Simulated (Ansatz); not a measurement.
## Run report: Si₈NO₁₅ (charge −1), field-gradient calculation (part 1 of 2)

The run: field-gradient calculation of Si₈NO₁₅ (defect cell, 24 atoms in the cell, total charge −1). Method and program: DFT, PBE, plane-wave PAW, default files, scalar-relativistic, no spin polarisation (Ansatz 0.2.0).

The structure derives from an entry of the Crystallography Open Database. It belongs to a series of runs on one base structure; here: N on a O site, charge -1, host positions. Figures and captions count atoms from 1; the log counts them from 0 in places.

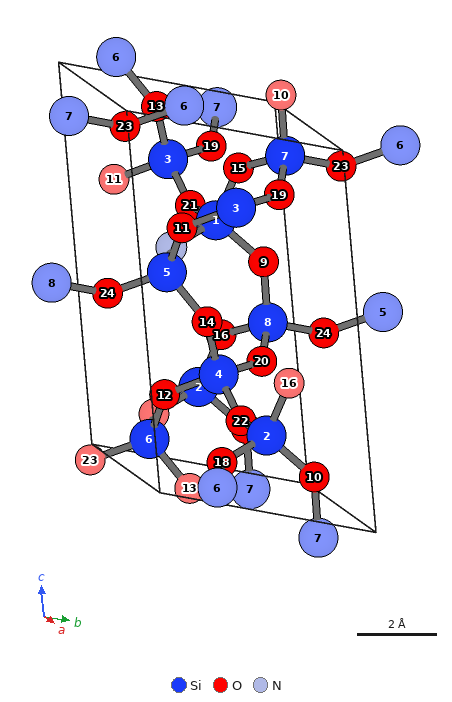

Figure 1. The structure as given in the input (ball-and-stick view of the reduced cell, seen slightly off an axis; neighbours outside the cell are drawn fainter; atoms are numbered from 1 in the order of the input).

## Input
```yaml
crystal:
  lattice:
    - [-5.1085, 3.97895, 2.47825]
    - [10.217, -7.9579, 4.9565]
    - [5.1085, 3.97895, -2.47825]
  atoms:
    - { symbol: Si, position: [0.8566, 0.300915, 0.45843] }
    - { symbol: Si, position: [0.8566, 0.800915, 0.45843] }
    - { symbol: Si, position: [0.1434, 0.199085, 0.54157] }
    - { symbol: Si, position: [0.1434, 0.699085, 0.54157] }
    - { symbol: Si, position: [0.8566, 0.449085, 0.75477] }
    - { symbol: Si, position: [0.8566, 0.949085, 0.75477] }
    - { symbol: Si, position: [0.1434, 0.050915, 0.24523] }
    - { symbol: Si, position: [0.1434, 0.550915, 0.24523] }
    - { symbol: O, position: [0.87536, 0.38205, 0.26992] }
    - { symbol: O, position: [0.87536, 0.88205, 0.26992] }
    - { symbol: O, position: [0.49418, 0.30272, 0.73008] }
    - { symbol: O, position: [0.49418, 0.80272, 0.73008] }
    - { symbol: O, position: [0.87536, 0.05272, 0.61126] }
    - { symbol: O, position: [0.87536, 0.55272, 0.61126] }
    - { symbol: O, position: [0.49418, 0.13205, 0.38874] }
    - { symbol: O, position: [0.49418, 0.63205, 0.38874] }
    - { symbol: "N", position: [0.9661, 0.395785, 0.67453] }
    - { symbol: O, position: [0.9661, 0.895785, 0.67453] }
    - { symbol: O, position: [0.11704, 0.145785, 0.32547] }
    - { symbol: O, position: [0.11704, 0.645785, 0.32547] }
    - { symbol: O, position: [0.09431, 0.297155, 0.5] }
    - { symbol: O, position: [0.09431, 0.797155, 0.5] }
    - { symbol: O, position: [0.09431, 0.047155, 0.0] }
    - { symbol: O, position: [0.09431, 0.547155, 0.0] }
total_charge: -1
kpoints:
  mp_grid: { grid: [4, 2, 3] }
scf:
  occupations: { method: fermi_dirac, width: 0.01 }
hamiltonian:
  xc: pbe
  pseudopotentials: { kind: paw }
output:
  forces: true
  stress: true
  populations: true
  efg:
    quadrupole_moments_barn: { O: -0.02558, "N": 0.02044 }
    contact_densities: true
  write_density: true
  write_potential: true
  elf: true
  volumetric_format: npy
```

Run on 1 thread of Arm Neoverse V2, 24 GiB of memory available, shared host.

Command:
```bash
ansatz run input.yaml --threads 1 --pin off --max-ram 3072MiB --backend cpu --events-out ev --progress --plain --runs-dir out
```

## Output
```
Engine: ansatz 0.2.0, aarch64-unknown-linux-gnu
Pseudopotentials: kind: paw
Pseudopotential: Si, paw, valence charge 4, recommended cutoff 420 eV (normal), Si.paw.azcp
Pseudopotential: O, paw, valence charge 6, recommended cutoff 420 eV (normal), O.paw.azcp
Pseudopotential: N, paw, valence charge 5, recommended cutoff 420 eV (normal), N.paw.azcp
Functional definition: PBE
  parameter kappa = 0.804
  parameter beta = 0.06672455060314922
  exchange = pbe_x(kappa = kappa, mu = beta*pi^2/3)
  correlation = pbe_c(beta = beta)
Crystal: 24 atoms, lattice volume = 402.993 Å³
Basis set: ecut = 420 eV, 7897 PW (Γ), exchange–correlation on 96×192×96 points (8 copies of the dense FFT grid, shifted against one another)
Bands: 88, of which v1, the nominal top of the filled ones, is band 64 counted from 1 (63 counted from 0)
Symmetry: 1 space group operations
Space group: P1 (ITA 1), of the structure as read, at distance tolerance 7.4e-5 Å
k-points: 14 of 24 (time reversal used)
Non-local potential: Si, projectors of the file, l = 0: 2, l = 1: 2, l = 2: 2
Non-local potential: O, projectors of the file, l = 0: 2, l = 1: 2, l = 2: 1
Non-local potential: N, projectors of the file, l = 0: 2, l = 1: 2, l = 2: 1
PAW form: soft (Blöchl's): semilocal exchange-correlation on the pseudo side does not see the compensation charge
PAW one-centre angular grid: Si, 110 points (default); XC on 64 Gauss nodes
PAW one-centre angular grid: O, 110 points (default); XC on 64 Gauss nodes
PAW one-centre angular grid: N, 110 points (default); XC on 64 Gauss nodes
Initial density: superposition of atomic densities (neutral atoms scaled as one to the charged cell's electrons: chi_scale 0, normalization atom), corrected by the library's trained network
Initial wavefunctions: pseudopotential atomic-orbital guess
Functional: x = pbe(κ = 0.804, μ = 0.2195149727645171), c = pbe(β = 0.06672455060314922)
SCF iter   1: F=—  HF=-14004.144480 eV  |F-HF|=—  |Δ(HF+E_count)|=         —  Δρ=1.69e-2  dr2=1.48e0  ethr=1.77e-3  ⟨swp⟩=7.8  Hψ=6525  notcnv=0  defer=84
preconditioner: auto → Resta (q_TF=auto, 2.254 Å⁻¹)  ε∞=2.7  [insulator: Δε(μ)=3.679 eV  Ē_g=16.076 eV  σ=0.010 eV  W_gap=1.00  n_scr=80 (ndim 8)  ℏωp=20.9 eV  f_vac=0.317  D(μ)=0.00/eV (n_scr^D=0)  ε∞_Penn≈2.7  vacuum switching on, ρ_ref=1.9e-2 e/Å³]
SCF iter   2: F=—  HF=-14003.715784 eV  |F-HF|=—  |Δ(HF+E_count)|=   4.29e-1  Δρ=5.71e-3  dr2=1.47e-1  ethr=1.15e-3  ⟨swp⟩=2.4  Hψ=2148  notcnv=0  defer=270
SCF iter   3: F=—  HF=-14003.685187 eV  |F-HF|=—  |Δ(HF+E_count)|=   3.06e-2  Δρ=2.07e-3  dr2=3.99e-2  ethr=1.15e-4  ⟨swp⟩=3.1  Hψ=2246  notcnv=0  defer=270
SCF iter   4: F=—  HF=-14003.670994 eV  |F-HF|=—  |Δ(HF+E_count)|=   1.42e-2  Δρ=8.37e-4  dr2=2.76e-3  ethr=3.12e-5  ⟨swp⟩=3.8  Hψ=1791  notcnv=0  defer=270
SCF iter   5: F=—  HF=-14003.670763 eV  |F-HF|=—  |Δ(HF+E_count)|=   2.31e-4  Δρ=3.23e-4  dr2=2.87e-4  ethr=2.15e-6  ⟨swp⟩=2.2  Hψ=2196  notcnv=0  defer=266
SCF iter   6: F=—  HF=-14003.670823 eV  |F-HF|=—  |Δ(HF+E_count)|=   5.96e-5  Δρ=7.48e-5  dr2=1.72e-5  ethr=2.24e-7  ⟨swp⟩=2.0  Hψ=1707  notcnv=0  defer=266
SCF iter   7: F=—  HF=-14003.670481 eV  |F-HF|=—  |Δ(HF+E_count)|=   3.42e-4  Δρ=3.33e-5  dr2=3.73e-6  ethr=1.35e-8  ⟨swp⟩=2.0  Hψ=1749  notcnv=0  defer=266
SCF iter   8: F=—  HF=-14003.670480 eV  |F-HF|=—  |Δ(HF+E_count)|=   2.59e-7  Δρ=7.31e-6  dr2=1.37e-7  ethr=2.91e-9  ⟨swp⟩=2.0  Hψ=1711  notcnv=0  defer=266
SCF iter   9: F=-14003.670481 eV  HF=-14003.670481 eV  |F-HF|=2.48e-9  |Δ(HF+E_count)|=   1.14e-7  Δρ=1.58e-6  dr2=7.59e-9  ethr=7.81e-11  ⟨swp⟩=20.1  Hψ=10892  notcnv=0
SCF 1 converged in 9 iterations: F = -14003.670481 eV  dr2 = 7.59e-9
  greatest PAW one-centre occupation: 0.864 electrons in one spin orbital (limit 2), on the O atom at site 14 (counted from 0), in its partial waves of l = 0
```

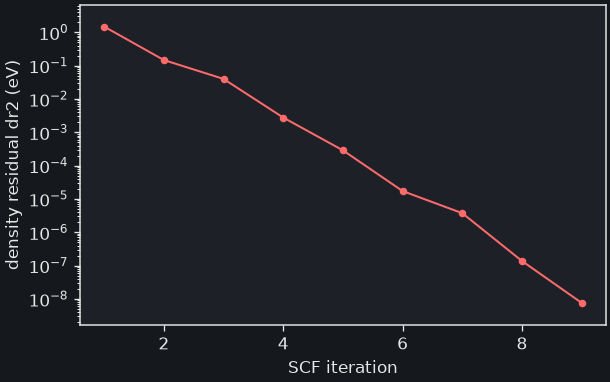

Figure 2. Convergence of the self-consistent field: density residual dr2 against the SCF iteration. The residual falls at every step.

```
WARN: The input density's exchange-correlation potential varies sharply where the density is thin. Do not read a vacuum level from v_tot or v_xc, or from such a field of the output density. On a cell that repeats whose density bears no net charge and no dipole along the vacuum's axis use v_es (v_loc + v_h of the components); under efield.dipole_correction with no amplitude use v_es + v_field, which holds any external_charges[].barrier, or the levels of the report's work_function block, which leave it out; under a non-zero efield.amplitude the vacuum is tilted and has no level; on a cell that repeats and bears such a dipole with no correction it is tilted too, and efield.dipole_correction with no amplitude gives each side of its ramp a level where efield: is served; in a cell that repeats whose density bears a net charge (total_charge, or a fill off its count) it is curved and has none; of a slab under crystal.periodic whose density bears no net charge use v_es, which has a level on each side, short of where the two are joined; of another it falls or rises all the way out and has none; of a slab beside external_charges read slab_vacuum_level instead, which it has where they leave it neutral. The grid or the basis barely resolves most such structure, and the values can differ between equally converged runs; as a rule a tighter scf.convergence.dr2_threshold does not remove it. Where the density itself ripples (under the LDA too) a higher basis.ecutwfc lessens it. The files hold the spikes' plane waves up to the density's cutoff. Files: v_tot and the like, and their columns of v_z.tsv (output.write_potential); v_xc and the like, and their columns of v_comp_z.tsv (output.write_potential_components); where files of the output density stand in their place, no point of their own thin density is over the threshold below, and this is of outcome.potential() and, of a run that writes arrays (npy), the arrays of these names. Measured: with its Gaussian average of σ = 0.25 Å subtracted twice, the exchange-correlation potential is over 0.1 eV at 4787 of the grid points where the equally averaged density (valence and model cores) is under 1e-3 e/Å³, and 1.82 eV at the most among them, at an averaged density of 3.3e-4 e/Å³. See output.write_potential in the manual, Limitations
SCF converged after 9 iterations
Free energy (F): -14003.670481 eV
Harris-Foulkes:  -14003.670481 eV  (|F-HF|=2.48e-9)
Internal energy: -14003.670481 eV  (E = F + TS)
E sigma→0 (E₀):  -14003.670481 eV
Fermi energy:    4.310887 eV
--- Per-component energies (eV) ---
  E_band       = -841.999421
  E_kinetic    = 3189.620389
  E_local      = -11213.854411  (includes V_loc(G=0)·N_el)
  E_nonlocal   = 963.455679
  E_hartree    = 4353.425046
  E_xc         = -1630.602371
  E_vxc        = -1891.989733  (∫ρ·V_xc dr)
  E_paw        = -6619.289097  (= ΣΔE_a)
  E_vpaw       = -596.120920  (= ΣTr[D̂ρ^β])
  E_aug_tail   = 0.039065  (compensation charges beyond the density's cutoff)
  E_ewald      = -3046.464780
  E_smearing   = -0.000000  (= −TS)
  E_closure    = -0.000000  (closes the sum)
  E_deformation_potential = -8.954227  (in the stress; not in F)
  Σ components = -14003.670481   (vs F -14003.670481, Δ=0.00e0)
--- Forces (eV/Å), atoms counted from 1 ---
  atom   1  Si     2.68888940     1.04317721     0.65175589
  atom   2  Si    -0.35517659    -0.01422503    -0.41188013
  atom   3  Si     0.98136052    -0.02578434     1.16508043
  atom   4  Si    -0.18342274     0.39632018    -1.36648690
  atom   5  Si    -2.65479566     1.14340404     0.18361229
  atom   6  Si     0.31596962    -0.10712452     0.03986582
  atom   7  Si     0.06842857     0.73956401     0.84986063
  atom   8  Si    -0.86460432    -0.37397629    -1.06473292
  atom   9  O     -1.06579786    -1.21901040     0.75874859
  atom  10  O     -0.14873567    -0.13148938    -0.17276178
  atom  11  O      0.97228633    -0.67701834    -1.36877930
  atom  12  O      0.25592522     0.19115303     0.40846535
  atom  13  O      0.00177179     0.07547288    -0.49347953
  atom  14  O      1.21596557    -1.43680554     1.08749227
  atom  15  O     -1.14902086    -0.83718101    -1.55823253
  atom  16  O     -0.08268741     0.35289951     0.60222267
  atom  17  N      0.00001083     0.79122364     0.40055457
  atom  18  O     -0.00078174     0.45138847     0.18415138
  atom  19  O     -0.39948002    -0.55353188    -0.16679807
  atom  20  O      0.39896343    -0.48229725     0.48318279
  atom  21  O     -1.64796106     0.50843656    -0.22136975
  atom  22  O      0.16683539    -0.17515681     0.11173266
  atom  23  O     -0.17774369    -0.23454722    -0.25419653
  atom  24  O      1.66380044     0.57516117     0.15198095
  max |Σ_I F_I| component: 5.27e-5 eV/Å
--- Stress (GPa, compression-positive) ---
        4.639354       0.005565      -0.060360
        0.005565       3.930098       0.097668
       -0.060360       0.097670       2.790187
  P = ⅓ Tr σ = 3.7865 GPa (37.865 kbar)
```
